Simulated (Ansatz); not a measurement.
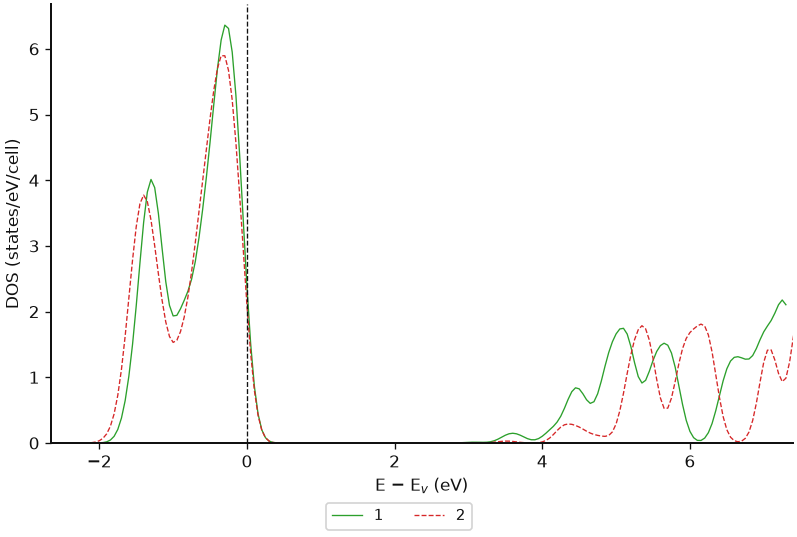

Total densities of states of Na₂S, space group Immm, 3 atoms in the cell, antifluorite type, shear (xy) strain −0.5%, by two methods on the same cell. The curves are built from the levels of the k mesh with Gaussians 0.3 eV wide, which also blur the band edges. Each is counted from its own valence-band top.

Which curve is which? The methods: HSE06, r2SCAN.

Answer. 1 is r2SCAN; 2 is HSE06. r2SCAN gives a gap of 3.08 eV and HSE06 gives a gap of 3.52 eV.

Settings. r2SCAN: DFT, r2SCAN, plane waves, PAW, no spin polarisation, 8×8×8 k mesh, 500 eV cutoff (Ansatz 0.2.0). HSE06: DFT, HSE06, plane waves, PAW, no spin polarisation, 6×6×6 k mesh, 420 eV cutoff (Ansatz 0.2.0).
